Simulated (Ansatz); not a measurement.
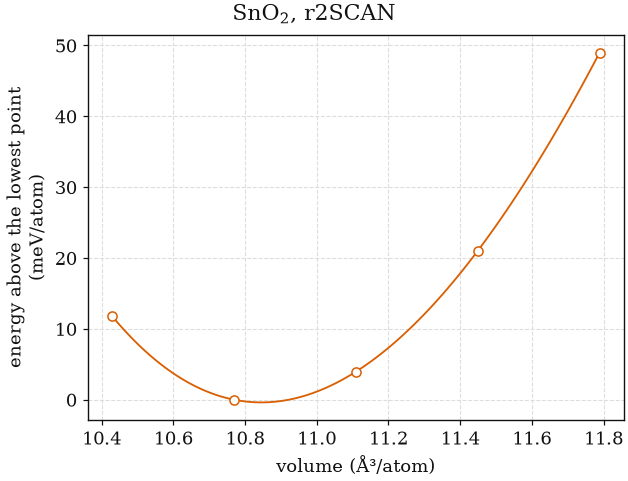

Plotted: energy above the lowest point against volume for SnO₂, space group Fm-3m (No. 225) (one of a set of cubic test structures, which need not be the stable phase).

Method: equation of state of a cubic crystal from periodic Kohn-Sham density functional theory without spin, third-order Birch-Murnaghan fit to the free energies; pressure corrected for the finite basis (Ansatz 0.2.0 development build). Level: r2SCAN.

- structure type: fluorite
- atoms in cell: 3
- space group number: 225
- lattice centring: face-centred primitive
- k mesh: 12×12×12
- occupation method: Fermi–Dirac
- occupation width: 0.1 eV
- wave cutoff: 700 eV
- datasets: hard PAW
- density tolerance: 1e−09 eV
- bands: 21
- density cutoff ratio: 4
- search for lower states: default
- xc grid level: 2

From this curve and the settings, what does the calculation give for the pressure at the same points?

The pressure falls from 9.7 GPa at volume 10.43 Å³/atom to −15.5 GPa at 11.79 Å³/atom, and changes sign near 10.85 Å³/atom.

```json
{"volume (Å³/atom)": "10.43", "pressure (GPa)": "9.7"}
{"volume (Å³/atom)": "10.77", "pressure (GPa)": "1.6"}
{"volume (Å³/atom)": "11.11", "pressure (GPa)": "-5.1"}
{"volume (Å³/atom)": "11.45", "pressure (GPa)": "-10.8"}
{"volume (Å³/atom)": "11.79", "pressure (GPa)": "-15.5"}
```

Note: cubic model structure, not the ambient form; pseudopotentials made with PBE, not this functional.
